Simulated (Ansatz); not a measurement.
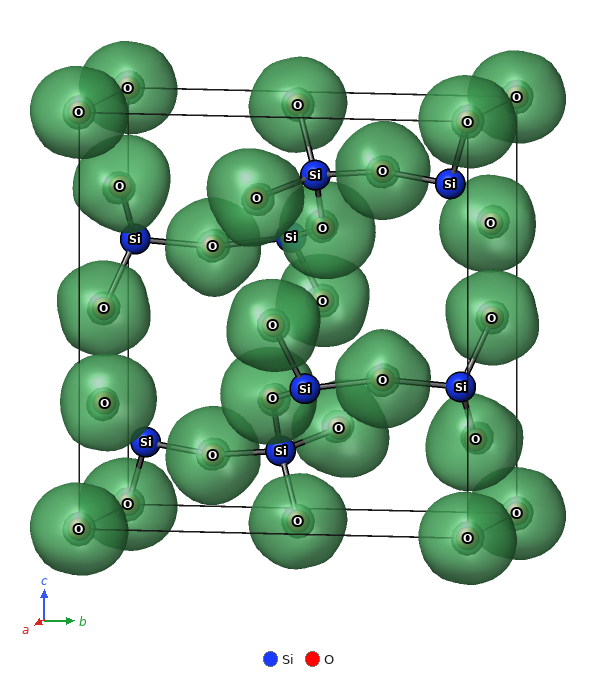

*SiO$_{2}$. Isosurface of the ELF at 0.65 (green), seen slightly off an axis. Only the valence region is drawn (cores and ρ < 0.01 e/Å³ removed). Sticks mark near contacts.*

Space group Pccn; a structure from a database of computed crystals, not necessarily the ambient phase; not relaxed (largest force 0.4 eV/Å); computed pressure about 5 GPa in this cell.

Level of theory: DFT, PBE, plane-wave PAW, default files, scalar-relativistic in Ansatz.

In a PAW calculation such maps are meaningful between the atoms, not at the nuclei.

> Identify the bonds, lone pairs and shells in this picture.

The surface consists of 16 regions on O in which the atom's valence shell and bonds are merged, counted in one cell of 24 atoms. Regions shared between cells count once. Profiles from the grid: Si–O (1.60 Å): the ELF peaks at about 0.85 between the atoms; a polar covalent bond.

> Does the calculation make it a metal, or give it a gap?

It is gapped, with a Kohn–Sham gap of 5.7 eV on the k-point mesh, an upper bound to the gap of this method.
